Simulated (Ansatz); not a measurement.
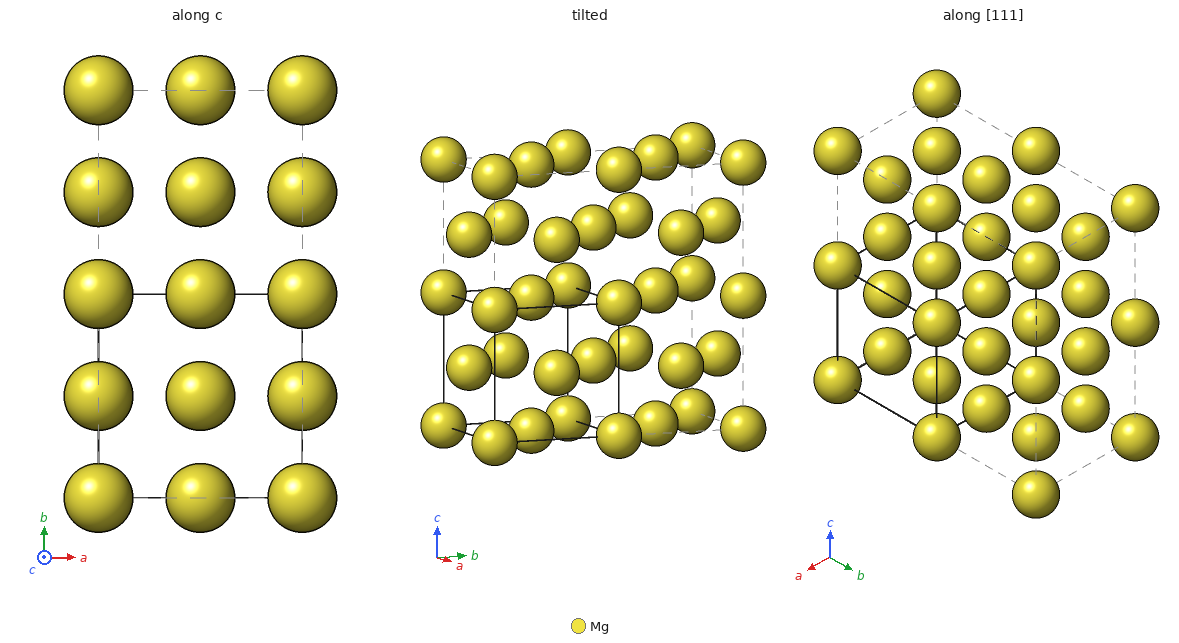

View along the c axis, slightly off an axis and along [111], drawn as a spheres-only model. Solid lines give the conventional unit cell, repeated here 1×2×2 times. Cell: a = 4.489 Å, b = 4.489 Å, c = 4.489 Å, α = 90.00°, β = 90.00°, γ = 90.00°.

The element is magnesium. The structure has Fm-3m (No. 225) symmetry and a face-centred cubic lattice. In terms of structure types, this is face-centred cubic (Cu type). The cell holds four atoms. Mg is linked to twelve Mg in a cuboctahedral arrangement at about 3.2 Å.

Starting structure: a structure listed in the Materials Project. Earlier steps of the study may have refined or changed the cell and positions. It went into a calculation with Ansatz.

At this level of theory the cell isn't at rest (compressed, at 11 GPa), so its distances can differ from those at equilibrium, the more so the softer the solid.
